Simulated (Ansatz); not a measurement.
System: HC24 (slab).

Input file:

```
crystal:
  lattice:
    - [4.9300990165, 0.0, 0.0]
    - [-2.4650495082, 4.2695909914, 0.0]
    - [0.0, 0.0, 25.69871234]
  atoms:
    - { symbol: C, position: [0.8333333333, 0.6666666667, 0.3307558716] }
    - { symbol: C, position: [0.8333333333, 0.1666666667, 0.3307558716] }
    - { symbol: C, position: [0.3333333333, 0.6666666667, 0.3307558716] }
    - { symbol: C, position: [0.3333333333, 0.1666666667, 0.3307558716] }
    - { symbol: C, position: [0.6666666667, 0.3333333333, 0.330818521] }
    - { symbol: C, position: [0.6666666667, 0.8333333333, 0.330818521] }
    - { symbol: C, position: [0.1666666667, 0.3333333333, 0.330818521] }
    - { symbol: C, position: [0.1666666667, 0.8333333333, 0.330818521] }
    - { symbol: C, position: [0.1666666667, 0.8333333333, 0.4610562199] }
    - { symbol: C, position: [0.1666666667, 0.3333333333, 0.4610562199] }
    - { symbol: C, position: [0.6666666667, 0.8333333333, 0.4610562199] }
    - { symbol: C, position: [0.6666666667, 0.3333333333, 0.4610562199] }
    - { symbol: C, position: [0.0, 0.5, 0.4611188691] }
    - { symbol: C, position: [0.0, 0.0, 0.4611188691] }
    - { symbol: C, position: [0.5, 0.5, 0.4611188691] }
    - { symbol: C, position: [0.5, 0.0, 0.4611188691] }
    - { symbol: C, position: [0.5, 0.0, 0.5913565681] }
    - { symbol: C, position: [0.5, 0.5, 0.5913565681] }
    - { symbol: C, position: [0.0, 0.0, 0.5913565681] }
    - { symbol: C, position: [0.0, 0.5, 0.5913565681] }
    - { symbol: C, position: [0.3333333333, 0.6666666667, 0.5914192174] }
    - { symbol: C, position: [0.3333333333, 0.1666666667, 0.5914192174] }
    - { symbol: C, position: [0.8333333333, 0.6666666667, 0.5914192174] }
    - { symbol: C, position: [0.8333333333, 0.1666666667, 0.5914192174] }
    - { symbol: H, position: [0.828879284, 0.1727553084, 0.6484857326], spin: 1.0 }
basis:
  ecutwfc: 420
kpoints:
  mp_grid: { grid: [6, 6, 1] }
hamiltonian:
  xc: pbe
  dispersion: d3bj
scf:
  occupations: { method: gaussian, width: 0.05 }
output:
  forces: true
  eigenvalues: true
  populations: true
  write_density: true
  write_potential: true
  elf: true
  volumetric_format: npy
magnetization:
  spin_polarized: true
relax:
  adjacent_minimum: "off"
  f_tol: 0.02
  max_steps: 70
  constraints: [{ sites: [0, 1, 2, 3, 4, 5, 6, 7] }]
efield:
  axis: 3
  dipole_correction: true
  ramp_width: 0.04
```

Command:

```sh
ansatz run input.yaml --threads 4 --pin off --max-ram 10240MiB --backend cpu --events-out ev --progress --plain --runs-dir out
```

The fields are those of the run's last geometry, not of the input's.

Spin-polarised.

All numbers below come from Ansatz 0.2.0, DFT PBE+D3(BJ), scalar-relativistic, plane waves, PAW.

Q: What can the converged valence pseudo-density and electron localisation function tell about the bonding?

A: C–H (1.13 Å): the density is about 1.8 e/Å³ at the midpoint; the ELF climbs to about 1 towards the hydrogen, as it does in any bond to H (an ordinary covalent bond to hydrogen).
C–C (1.42 Å): ρ is about 2 e/Å³ halfway; the ELF peaks at about 0.95 between the atoms, as expected for localised, covalent bonding.
C–C (1.49 Å): the density is about 1.8 e/Å³ at the midpoint; the ELF peaks at about 0.95 between the atoms (localised, covalent bonding).

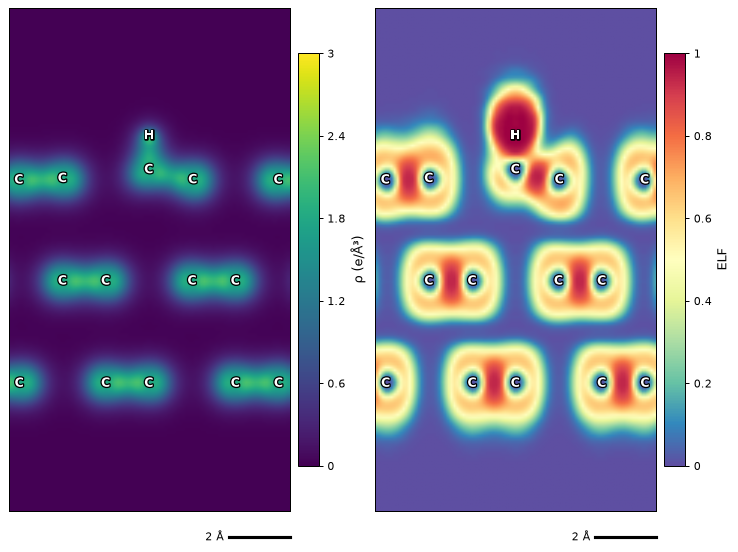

Computed valence pseudo-density and electron localisation function on the (110) plane of the calculation cell, a cut from vacuum to vacuum, in this order. 

In a PAW calculation such maps are meaningful between the atoms, not at the nuclei.
